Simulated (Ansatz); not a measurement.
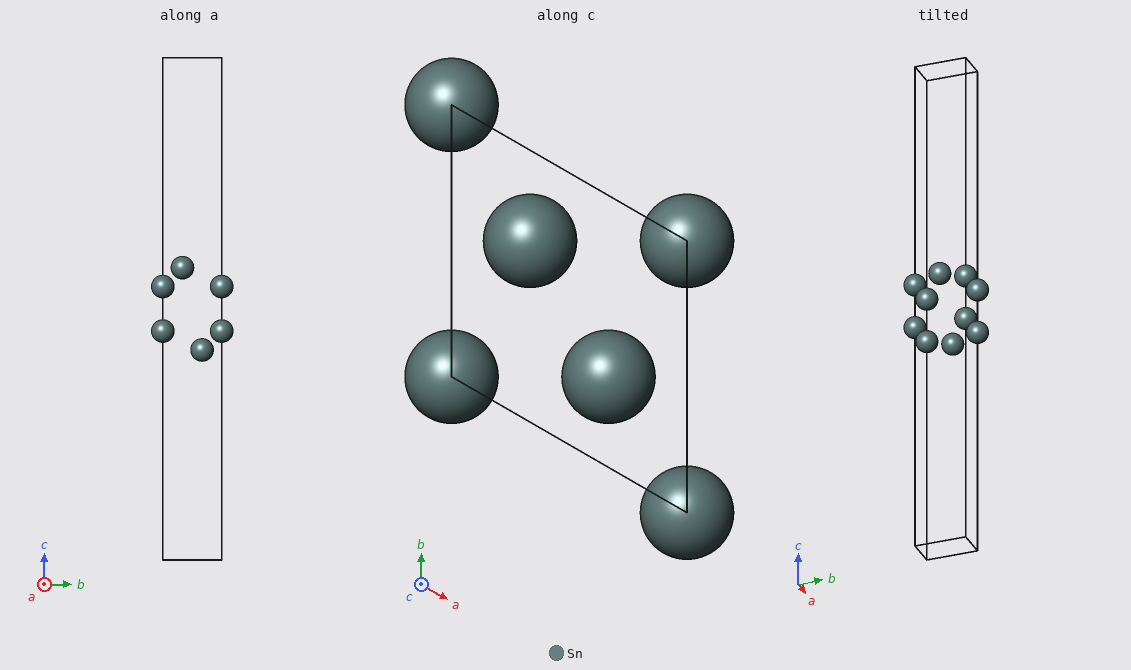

We look at a spheres-only model of the crystal along the a axis, along the c axis and slightly off an axis. Lines trace the edges of the simulation cell. Cell: a = 4.410 Å, b = 4.410 Å, c = 32.588 Å, α = 90.00°, β = 90.00°, γ = 120.00°.

State composition, symmetry and coordination.

- The element is tin.
- The cell holds four atoms.
- Sn takes two kinds of site: 2c with four Sn in a distorted tetrahedral arrangement at about 2.8 to 2.9 Å; 2d with three Sn in a trigonal pyramidal arrangement at about 2.8 Å.

The initial geometry was a structure listed in the Materials Project, with elements exchanged, so it need not be a known form of the compound. The geometry comes from a coarse first relaxation with DFT PBE+D3(BJ), scalar-relativistic, plane waves, PAW in Ansatz.
